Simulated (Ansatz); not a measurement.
Be$_{16}$H: nudged elastic band (part 1 of 3)

- system: Be$_{16}$H (defect cell, 17 atoms in the cell)
- method: DFT PBE, scalar-relativistic, plane waves, PAW, no spin polarisation (Ansatz 0.2.0)

It belongs to a series of runs on one base structure; here: band between the two ends. Figures and captions count atoms from 1; the log counts them from 0 in places.

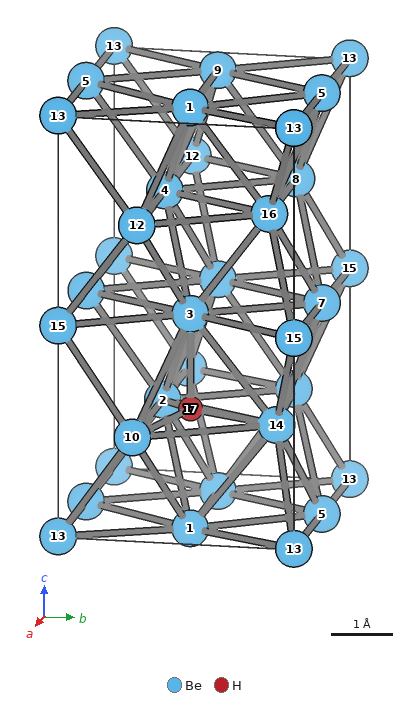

**Figure 1.** The structure as given in the input (ball-and-stick view of the cell of the calculation, seen slightly off an axis; atoms are numbered from 1 in the order of the input).

Input:
```yaml
crystal:
  lattice:
    - [-2.29, -3.966396, 0.0]
    - [3.435, -1.983198, 0.0]
    - [0.0, 0.0, 7.17686]
  atoms:
    - { symbol: Be, position: [0.7503329, 0.50008455, -0.00482049] }
    - { symbol: Be, position: [0.47848908, 0.31923878, 0.25061712] }
    - { symbol: Be, position: [0.7502331, 0.50078666, 0.50501389] }
    - { symbol: Be, position: [0.49970169, 0.33306298, 0.7516063] }
    - { symbol: Be, position: [0.50016747, -0.00074366, 0.00259874] }
    - { symbol: Be, position: [0.25026574, 0.82127381, 0.25323818] }
    - { symbol: Be, position: [0.4986561, -0.000384, 0.50370695] }
    - { symbol: Be, position: [0.25026004, 0.83224712, 0.75311331] }
    - { symbol: Be, position: [0.250293, 0.49888242, 0.0009138] }
    - { symbol: Be, position: [0.02197924, 0.3191959, 0.2506418] }
    - { symbol: Be, position: [0.25022742, 0.49877659, 0.50419718] }
    - { symbol: Be, position: [0.00081605, 0.3331163, 0.75158419] }
    - { symbol: Be, position: [0.00050536, -0.00069232, 0.00260482] }
    - { symbol: Be, position: [0.7503104, 0.86640709, 0.25160236] }
    - { symbol: Be, position: [0.00182373, -0.00037703, 0.50371425] }
    - { symbol: Be, position: [0.75027463, 0.83588142, 0.7523112] }
    - { symbol: H, position: [0.75020404, 0.50199132, 0.27906259] }
basis:
  ecutwfc: 420.0
kpoints:
  mp_grid: { grid: [4, 4, 3] }
hamiltonian:
  xc: pbe
scf:
  occupations: { method: fermi_dirac, width: 0.15 }
  lower_state_search: "off"
neb:
  images: 3
  f_tol: 0.05
  initial_path: idpp
  max_iterations: 80
  spring: 2.0
  final_atoms:
    - { symbol: Be, position: [0.75131312, 0.4997153, -0.00143647] }
    - { symbol: Be, position: [0.50078237, 0.33225518, 0.24527061] }
    - { symbol: Be, position: [0.77273697, 0.51366706, 0.49958426] }
    - { symbol: Be, position: [0.50093147, 0.3327598, 0.75493143] }
    - { symbol: Be, position: [0.50082632, -0.00300183, -0.00210753] }
    - { symbol: Be, position: [0.24922241, 0.83326769, 0.24656262] }
    - { symbol: Be, position: [0.50084929, -0.03372142, 0.49868765] }
    - { symbol: Be, position: [0.25084795, 0.83352281, 0.7477488] }
    - { symbol: Be, position: [0.25026903, 0.49983812, -0.0014533] }
    - { symbol: Be, position: [0.00076315, 0.33417634, 0.24602476] }
    - { symbol: Be, position: [0.22881745, 0.51359721, 0.49959251] }
    - { symbol: Be, position: [0.00087018, 0.33385637, 0.74934385] }
    - { symbol: Be, position: [0.00080644, 0.00078402, -0.00285597] }
    - { symbol: Be, position: [0.75238184, 0.83332312, 0.24655903] }
    - { symbol: Be, position: [0.00082045, 0.01160235, 0.4971202] }
    - { symbol: Be, position: [0.75104201, 0.83347272, 0.74774035] }
    - { symbol: H, position: [0.50078522, 0.33080574, 0.47181504] }
  order_check: true
```

Hardware: 1 thread of AMD EPYC (Zen 3), 16 GiB of memory available, shared host.

Launch command:
```bash
ansatz run input.yaml --threads 1 --pin off --max-ram 3072MiB --backend cpu --events-out ev --progress --plain --runs-dir out
```

Log:
```
Warning: neb: disabling space-group detection — the band's intermediate images generally break the endpoint symmetry, so no spatial operation reduces the k-mesh or symmetrises the density, except that a semilocal band can use its path's symmetry ahead of convergence; time reversal is kept, so that k and −k are solved as one point where they differ and the mesh holds both, and exact exchange and, on two spinor components, a DFT+U term hold to it where the run has them: on two components no moment then forms, and a state that bears one, which a typed moment (crystal.atoms[].spin; refused beside efield: under a hybrid functional) reaches, can lie lower, under hf by electronvolts; crystal.symmetry.detect: false (a key that needs symmetry detection or time reversal refuses this as the deck is read) with time_reversal: false beside it drops time reversal too
band count auto-derived: 36 (N_el = 33.0; filled up to band 17; 34 by the electrons, moments and atoms)
Engine: ansatz 0.2.0, x86_64-unknown-linux-gnu
Pseudopotentials: kind: paw
Pseudopotential: Be, paw, valence charge 2, recommended cutoff 420 eV (normal), Be.paw.azcp
Pseudopotential: H, paw, valence charge 1, recommended cutoff 420 eV (normal), H.paw.azcp
Functional definition: PBE
  parameter kappa = 0.804
  parameter beta = 0.06672455060314922
  exchange = pbe_x(kappa = kappa, mu = beta*pi^2/3)
  correlation = pbe_c(beta = beta)
NEB image 0
Crystal: 17 atoms, lattice volume = 130.376 Å³
Basis set: ecut = 420 eV, 2561 PW (Γ), exchange–correlation on 64×54×96 points (8 copies of the dense FFT grid, shifted against one another)
Bands: 36, of which v1, the nominal top of the filled ones, is band 17 counted from 1 (16 counted from 0)
Symmetry: 1 space group operations
k-points: 26 of 48 (time reversal used)
Non-local potential: Be, projectors of the file, l = 0: 2, l = 1: 2, l = 2: 1
Non-local potential: H, projectors of the file, l = 0: 2, l = 1: 1
PAW form: soft (Blöchl's): semilocal exchange-correlation on the pseudo side does not see the compensation charge
PAW one-centre angular grid: Be, 110 points (default); XC on 64 Gauss nodes
PAW one-centre angular grid: H, 110 points (default); XC on 64 Gauss nodes
Initial density: superposition of atomic densities (neutral atoms: chi_scale 0, normalization atom), corrected by the library's trained network
Initial wavefunctions: pseudopotential atomic-orbital guess
Functional: x = pbe(κ = 0.804, μ = 0.2195149727645171), c = pbe(β = 0.06672455060314922)
SCF iter   1: F=—  HF=-1498.402312 eV  |F-HF|=—  |Δ(HF+E_count)|=         —  Δρ=2.63e-3  dr2=1.53e-2  ethr=1.77e-3  ⟨swp⟩=6.9  Hψ=5684  notcnv=0  defer=52
preconditioner: auto → Kerker (q_TF=auto, 2.170 Å⁻¹)  [metal: Δε(μ)=0.121 eV  Ē_g=10.116 eV  σ=0.150 eV  W_gap=0.19  n_scr=20 (ndim 8)  ℏωp=18.7 eV  f_vac=0.000  D(μ)=1.73/eV (n_scr^D=4)]
SCF iter   2: F=—  HF=-1498.398366 eV  |F-HF|=—  |Δ(HF+E_count)|=   3.95e-3  Δρ=1.59e-3  dr2=5.40e-3  ethr=4.63e-5  ⟨swp⟩=1.0  Hψ=1144  notcnv=0  defer=53
SCF iter   3: F=—  HF=-1498.396780 eV  |F-HF|=—  |Δ(HF+E_count)|=   1.59e-3  Δρ=1.45e-4  dr2=2.02e-5  ethr=1.64e-5  ⟨swp⟩=2.5  Hψ=1236  notcnv=0  defer=53
SCF iter   4: F=—  HF=-1498.397297 eV  |F-HF|=—  |Δ(HF+E_count)|=   5.17e-4  Δρ=1.83e-5  dr2=4.33e-7  ethr=6.13e-8  ⟨swp⟩=2.5  Hψ=1299  notcnv=0  defer=53
iter 5 did not close the SCF: its close was put off for the readings that it lacked (scf_convergence_deferred on its scf_iter line)
SCF iter   5: F=-1498.397297 eV  HF=-1498.397297 eV  |F-HF|=1.27e-8  |Δ(HF+E_count)|=   7.28e-8  Δρ=4.27e-6  dr2=2.48e-8  ethr=1.31e-9  ⟨swp⟩=1.3  Hψ=971  notcnv=0  defer=53
SCF iter   6: F=-1498.397297 eV  HF=-1498.397297 eV  |F-HF|=5.98e-11  |Δ(HF+E_count)|=   7.47e-9  Δρ=3.30e-7  dr2=1.43e-10  ethr=7.50e-11  ⟨swp⟩=1.1  Hψ=2316  notcnv=0
SCF 1 converged in 6 iterations: F = -1498.397297 eV  dr2 = 1.43e-10
  greatest PAW one-centre occupation: 0.386 electrons in one spin orbital (limit 2), on the H atom at site 16 (counted from 0), in its partial waves of l = 0
NSCF: frozen V_eff on 26 k-points
NEB image 4
SCF iter   1: F=—  HF=-1498.402176 eV  |F-HF|=—  |Δ(HF+E_count)|=         —  Δρ=2.63e-3  dr2=1.52e-2  ethr=1.77e-3  ⟨swp⟩=7.0  Hψ=5668  notcnv=0  defer=59
preconditioner: auto → Kerker (q_TF=auto, 2.170 Å⁻¹)  [metal: Δε(μ)=0.119 eV  Ē_g=10.116 eV  σ=0.150 eV  W_gap=0.19  n_scr=20 (ndim 8)  ℏωp=18.7 eV  f_vac=0.000  D(μ)=1.73/eV (n_scr^D=4)]
SCF iter   2: F=—  HF=-1498.398213 eV  |F-HF|=—  |Δ(HF+E_count)|=   3.96e-3  Δρ=1.59e-3  dr2=5.37e-3  ethr=4.62e-5  ⟨swp⟩=1.0  Hψ=1144  notcnv=0  defer=59
SCF iter   3: F=—  HF=-1498.396637 eV  |F-HF|=—  |Δ(HF+E_count)|=   1.58e-3  Δρ=1.44e-4  dr2=2.01e-5  ethr=1.63e-5  ⟨swp⟩=2.5  Hψ=1236  notcnv=0  defer=59
SCF iter   4: F=—  HF=-1498.397249 eV  |F-HF|=—  |Δ(HF+E_count)|=   6.12e-4  Δρ=1.78e-5  dr2=3.91e-7  ethr=6.08e-8  ⟨swp⟩=2.5  Hψ=1303  notcnv=0  defer=59
iter 5 did not close the SCF: its close was put off for the readings that it lacked (scf_convergence_deferred on its scf_iter line)
SCF iter   5: F=-1498.397249 eV  HF=-1498.397249 eV  |F-HF|=1.16e-8  |Δ(HF+E_count)|=   6.50e-8  Δρ=4.26e-6  dr2=2.35e-8  ethr=1.19e-9  ⟨swp⟩=1.2  Hψ=918  notcnv=0  defer=59
SCF iter   6: F=-1498.397249 eV  HF=-1498.397249 eV  |F-HF|=4.59e-11  |Δ(HF+E_count)|=   7.15e-9  Δρ=3.24e-7  dr2=1.26e-10  ethr=7.12e-11  ⟨swp⟩=1.1  Hψ=2303  notcnv=0
SCF 2 converged in 6 iterations: F = -1498.397249 eV  dr2 = 1.26e-10
  greatest PAW one-centre occupation: 0.385 electrons in one spin orbital (limit 2), on the H atom at site 16 (counted from 0), in its partial waves of l = 0
NSCF: frozen V_eff on 26 k-points
NEB end point (image 0): max|allowed force component| = 8.732e-3 eV/Å (the criterion of neb.relax_end_points is 1.000e-2)
NEB end point (image 4): max|allowed force component| = 1.177e-2 eV/Å (the criterion of neb.relax_end_points is 1.000e-2)
NEB image 1
SCF iter   1: F=—  HF=-1497.999171 eV  |F-HF|=—  |Δ(HF+E_count)|=         —  Δρ=2.71e-3  dr2=2.20e-2  ethr=1.77e-3  ⟨swp⟩=6.8  Hψ=5576  notcnv=0  defer=55
preconditioner: auto → Kerker (q_TF=auto, 2.170 Å⁻¹)  [metal: Δε(μ)=0.108 eV  Ē_g=10.061 eV  σ=0.150 eV  W_gap=0.18  n_scr=20 (ndim 8)  ℏωp=18.7 eV  f_vac=0.000  D(μ)=1.97/eV (n_scr^D=10)]
SCF iter   2: F=—  HF=-1497.994863 eV  |F-HF|=—  |Δ(HF+E_count)|=   4.31e-3  Δρ=1.59e-3  dr2=7.49e-3  ethr=6.65e-5  ⟨swp⟩=1.0  Hψ=1145  notcnv=0  defer=54
SCF iter   3: F=—  HF=-1497.993043 eV  |F-HF|=—  |Δ(HF+E_count)|=   1.82e-3  Δρ=1.47e-4  dr2=2.49e-5  ethr=2.27e-5  ⟨swp⟩=2.1  Hψ=1170  notcnv=0  defer=54
SCF iter   4: F=—  HF=-1497.993694 eV  |F-HF|=—  |Δ(HF+E_count)|=   6.51e-4  Δρ=2.73e-5  dr2=9.11e-7  ethr=7.53e-8  ⟨swp⟩=2.5  Hψ=1310  notcnv=0  defer=54
iter 5 did not close the SCF: its close was put off for the readings that it lacked (scf_convergence_deferred on its scf_iter line)
SCF iter   5: F=-1497.993694 eV  HF=-1497.993694 eV  |F-HF|=2.15e-8  |Δ(HF+E_count)|=   1.57e-7  Δρ=4.97e-6  dr2=3.72e-8  ethr=2.76e-9  ⟨swp⟩=1.0  Hψ=849  notcnv=0  defer=54
SCF iter   6: F=-1497.993694 eV  HF=-1497.993694 eV  |F-HF|=1.78e-10  |Δ(HF+E_count)|=   1.15e-8  Δρ=4.66e-7  dr2=3.40e-10  ethr=1.13e-10  ⟨swp⟩=1.3  Hψ=2335  notcnv=0
[...]
  greatest PAW one-centre occupation: 0.380 electrons in one spin orbital (limit 2), on the Be atom at site 1 (counted from 0), in its partial waves of l = 0
NEB image 2
preconditioner: auto → Kerker (q_TF=auto, 2.170 Å⁻¹)  [metal: Δε(μ)=0.037 eV  Ē_g=10.029 eV  σ=0.150 eV  W_gap=0.06  n_scr=20 (ndim 8)  ℏωp=18.7 eV  f_vac=0.000  D(μ)=2.40/eV (n_scr^D=16)]
  greatest PAW one-centre occupation: 0.391 electrons in one spin orbital (limit 2), on the Be atom at site 2 (counted from 0), in its partial waves of l = 0
NEB image 3
preconditioner: auto → Kerker (q_TF=auto, 2.170 Å⁻¹)  [metal: Δε(μ)=0.090 eV  Ē_g=10.055 eV  σ=0.150 eV  W_gap=0.15  n_scr=20 (ndim 8)  ℏωp=18.7 eV  f_vac=0.000  D(μ)=2.04/eV (n_scr^D=10)]
  greatest PAW one-centre occupation: 0.388 electrons in one spin orbital (limit 2), on the Be atom at site 2 (counted from 0), in its partial waves of l = 0
NEB iter   1: max|band force component| = 7.684e-1 eV/Å  barrier→ = 0.8113 eV  barrier← = 0.8112 eV  Δτ_max = 0.0500 Å  (30 SCF iters)
NEB image 1
Initial density: handed on by an earlier stage of this run
Initial wavefunctions: those handed on with the density
preconditioner: auto → Kerker (q_TF=auto, 2.170 Å⁻¹)  [metal: Δε(μ)=0.067 eV  Ē_g=10.074 eV  σ=0.150 eV  W_gap=0.11  n_scr=20 (ndim 8)  ℏωp=18.7 eV  f_vac=0.000  D(μ)=1.98/eV (n_scr^D=10)]
  greatest PAW one-centre occupation: 0.376 electrons in one spin orbital (limit 2), on the H atom at site 16 (counted from 0), in its partial waves of l = 0
NEB image 2
preconditioner: auto → Kerker (q_TF=auto, 2.170 Å⁻¹)  [metal: Δε(μ)=0.074 eV  Ē_g=10.036 eV  σ=0.150 eV  W_gap=0.12  n_scr=20 (ndim 8)  ℏωp=18.7 eV  f_vac=0.000  D(μ)=2.39/eV (n_scr^D=16)]
  greatest PAW one-centre occupation: 0.384 electrons in one spin orbital (limit 2), on the Be atom at site 2 (counted from 0), in its partial waves of l = 0
NEB image 3
preconditioner: auto → Kerker (q_TF=auto, 2.170 Å⁻¹)  [metal: Δε(μ)=0.028 eV  Ē_g=10.070 eV  σ=0.150 eV  W_gap=0.05  n_scr=20 (ndim 8)  ℏωp=18.7 eV  f_vac=0.000  D(μ)=2.07/eV (n_scr^D=10)]
  greatest PAW one-centre occupation: 0.379 electrons in one spin orbital (limit 2), on the Be atom at site 2 (counted from 0), in its partial waves of l = 0
NEB iter   2: max|band force component| = 4.082e-1 eV/Å  barrier→ = 0.6916 eV  barrier← = 0.6915 eV  CI = image 2  Δτ_max = 0.1957 Å  (15 SCF iters)
[... from here on the SCF iterations and repeated set-up lines of each step are left out, up to the last step ...]
NEB image 1
NEB image 2
NEB image 3
NEB iter   3: max|band force component| = 6.489e-1 eV/Å  barrier→ = 0.5449 eV  barrier← = 0.5449 eV  CI = image 2  Δτ_max = 0.0991 Å  (16 SCF iters)
NEB image 1
NEB image 2
NEB image 3
NEB iter   4: max|band force component| = 6.895e-1 eV/Å  barrier→ = 0.4722 eV  barrier← = 0.4722 eV  CI = image 2  Δτ_max = 0.1948 Å  (15 SCF iters)
NEB image 1
NEB image 2
NEB image 3
NEB iter   5: max|band force component| = 5.577e-1 eV/Å  barrier→ = 0.3315 eV  barrier← = 0.3315 eV  CI = image 1  Δτ_max = 0.1920 Å  (15 SCF iters)
NEB image 1
NEB image 2
NEB image 3
NEB iter   6: max|band force component| = 3.988e-1 eV/Å  barrier→ = 0.3667 eV  barrier← = 0.3666 eV  CI = image 1  Δτ_max = 0.0909 Å  (15 SCF iters)
NEB image 1
NEB image 2
NEB image 3
NEB iter   7: max|band force component| = 2.052e-1 eV/Å  barrier→ = 0.3635 eV  barrier← = 0.3634 eV  CI = image 1  Δτ_max = 0.0426 Å  (15 SCF iters)
NEB image 1
NEB image 2
NEB image 3
NEB iter   8: max|band force component| = 7.797e-2 eV/Å  barrier→ = 0.3599 eV  barrier← = 0.3598 eV  CI = image 1  Δτ_max = 0.0436 Å  (15 SCF iters)
NEB image 1
preconditioner: auto → Kerker (q_TF=auto, 2.170 Å⁻¹)  [metal: Δε(μ)=0.196 eV  Ē_g=10.075 eV  σ=0.150 eV  W_gap=0.31  n_scr=20 (ndim 8)  ℏωp=18.7 eV  f_vac=0.000  D(μ)=1.80/eV (n_scr^D=4)]
NEB image 2
preconditioner: auto → Kerker (q_TF=auto, 2.170 Å⁻¹)  [metal: Δε(μ)=0.077 eV  Ē_g=10.091 eV  σ=0.150 eV  W_gap=0.13  n_scr=20 (ndim 8)  ℏωp=18.7 eV  f_vac=0.000  D(μ)=2.24/eV (n_scr^D=12)]
  greatest PAW one-centre occupation: 0.356 electrons in one spin orbital (limit 2), on the Be atom at site 8 (counted from 0), in its partial waves of l = 0
NEB image 3
preconditioner: auto → Kerker (q_TF=auto, 2.170 Å⁻¹)  [metal: Δε(μ)=0.114 eV  Ē_g=10.072 eV  σ=0.150 eV  W_gap=0.19  n_scr=20 (ndim 8)  ℏωp=18.7 eV  f_vac=0.000  D(μ)=2.23/eV (n_scr^D=12)]
NEB image 2
NSCF: frozen V_eff on 26 k-points
NEB image 3
NSCF: frozen V_eff on 26 k-points
NEB image 1
NSCF: frozen V_eff on 26 k-points
the band table was solved once a step of the walk had ended and its energy, with any forces and stress, was formed, with the checks that follow a solve (4134 applications of the Hamiltonian). They found nothing against the state; the energy, forces and stress were not computed again (output.eigenvalues in the input reference)
```
